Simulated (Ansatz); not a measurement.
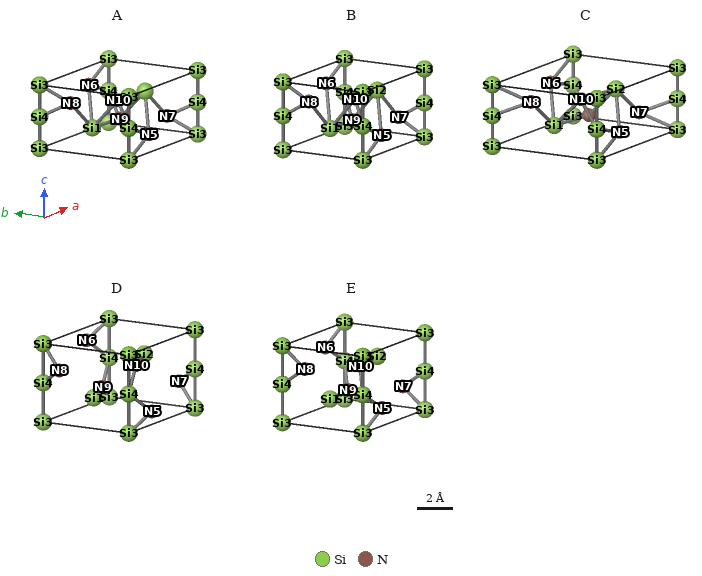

5 geometries from one relaxation of a crystal of Si$_{2}$N$_{3}$ (a generated structure, set up in P6_3/m) (coarse preliminary run), in shuffled order. A ball-and-stick model of the cell of the calculation, seen from a free direction.

These are results of DFT PBE, scalar-relativistic, plane waves, PAW in Ansatz 0.2.0, not measurements. Set-up: plane-wave cutoff 420 eV; k-point mesh 3 × 3 × 4; occupations gaussian; smearing width 0.1 eV; collinear spin; cell and atoms relaxed; force threshold 0.04 eV/Å; at most 70 steps.

Put them in the order of the run, from the start to the converged end.

C, A, B, E, D. They are steps 0, 3, 5, 8, 18, at +2606 meV per atom, +1223 meV per atom, +367 meV per atom, +107 meV per atom relative to the last. The largest moves relative to the cell, 1.23 Å, are those of N5, N6, N7, N8, N9 and N10. N9 goes along +b. Si stays in place. The drawn cell changes as follows: a = b 6.430 → 5.272 Å (−18.0 %), c 3.984 → 5.053 Å (+26.8 %); the volume changes by −14.7 %. Near-neighbour distances that change, for instance: Si1–N10 2.632 → 3.654 Å, Si1–N5 2.510 → 1.656 Å, Si3–N10 2.479 → 1.877 Å, Si3–Si4 1.992 → 2.526 Å. The space group (tolerance 0.01 Å) goes from P6_3/m (No. 176) to P6_3/mmc (No. 194). Over 15 accepted moves (18 points after the start) the energy falls by 2606 meV per atom. The largest force component goes from 1.3 to 0.016 eV/Å. The pressure goes from −23.11 to 0.16 GPa. The line search rejected the trial step at point 13 of the run. At 2 points the geometry stayed and the basis and grid were re-selected for the new cell (energy shift of 33.4 meV per atom at most each time). The program noted that the starting moments weren't kept. The run took 110 s on 1 thread of Intel(R) Xeon(R) Platinum 8488C (Sapphire Rapids) (shared host), peak memory 0.49 GiB.

Limits of the set-up: the k-point mesh is coarse for a cell with partly filled bands.
